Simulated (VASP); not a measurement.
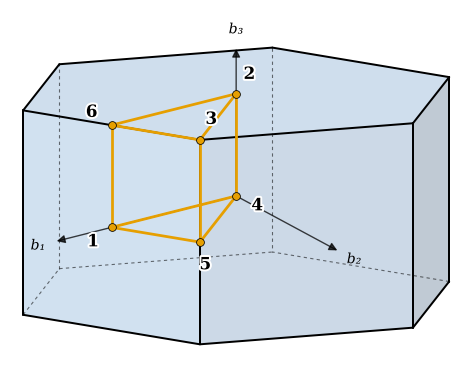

Crystal: Ni, the end point of a relaxation with VASP 6.6.1, VASP Kohn-Sham DFT of a periodic cell, PBEsol, VASP PAW PBE potentials, recommended. The first Brillouin zone of a primitive hexagonal lattice (hP; extended symbol hP2) is drawn with its special points numbered. Symmetry computed with spglib at a tolerance of 0.002 Å; standard conventional cell.

a = 2.450 Å, b = 2.450 Å, c = 4.011 Å, α = 90.00°, β = 90.00°, γ = 120.00°.

Labels and path follow the convention of Hinuma et al. (2017), as computed by seekpath; the arrows show the directions of the reciprocal primitive vectors b₁, b₂, b₃, in which coordinates are given.

**Give the label and coordinates of each numbered point.**

```tsv
no.	label	coordinates
1	M	(1/2, 0, 0)
2	A	(0, 0, 1/2)
3	H	(1/3, 1/3, 1/2)
4	Γ	(0, 0, 0)
5	K	(1/3, 1/3, 0)
6	L	(1/2, 0, 1/2)
```
